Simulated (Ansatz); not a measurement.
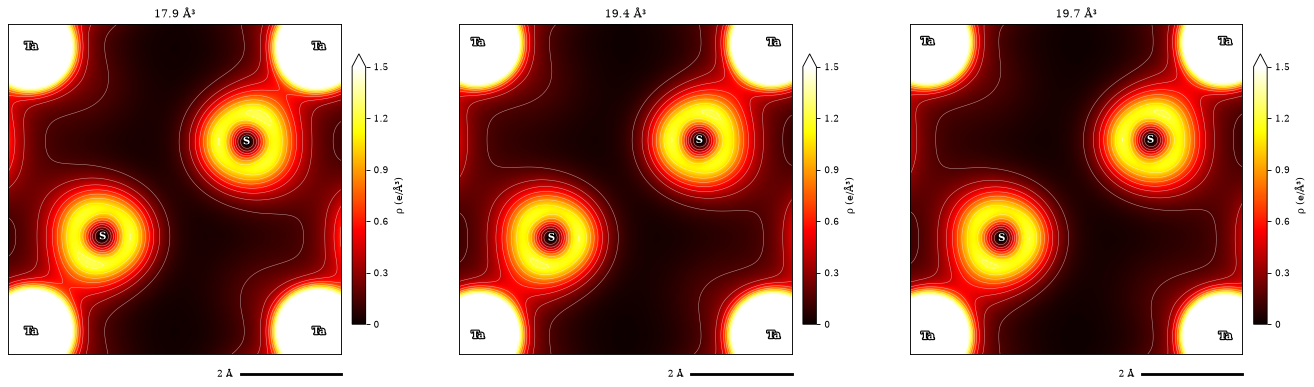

TaS2. The valence pseudo-density of cells scaled evenly to different volumes (given per atom above each panel), on the (110) plane of each (indices in the axes of the cell below), at one length scale and on one colour scale.

Computed with Ansatz 0.2.0, Kohn-Sham DFT of a periodic cell, LDA, Ansatz PAW.

In a PAW calculation such maps are meaningful between the atoms, not at the nuclei.

The largest cell:

```xyz
3
Lattice="3.3941 0.0000 0.0000 -1.6970 2.9394 0.0000 0.0000 0.0000 5.9371" Properties=species:S:1:pos:R:3 pbc="T T T"
Ta    0.0000    0.0000    0.0000
S     1.6971    0.9798    4.4528
S     0.0000    1.9596    1.4843
```

| volume (Å³/atom) | Ta–S contact in the plane (Å) | ρ at its midpoint (e/Å³) | pressure (GPa) | 
| --- | --- | --- | --- |
| 17.85 | 2.377 | 0.610 | 11.6 | 
| 18.98 | 2.426 | ? | ? | 
| 19.36 | 2.442 | 0.549 | −1.3 | 
| 19.74 | 2.458 | 0.536 | −3.8 | 

Q: Estimate the missing row, and compare with the calculation.

A: Over the known rows ln ρ falls by 1.60 per Å of Ta–S distance (a least-squares line), which gives 0.564 e/Å³ at 2.426 Å; the calculation gives 0.564 e/Å³. For the pressure, a straight line in volume between the neighbouring rows gives 1.9 GPa; the calculation gives 1.4, lower because pressure rises ever faster on compression.
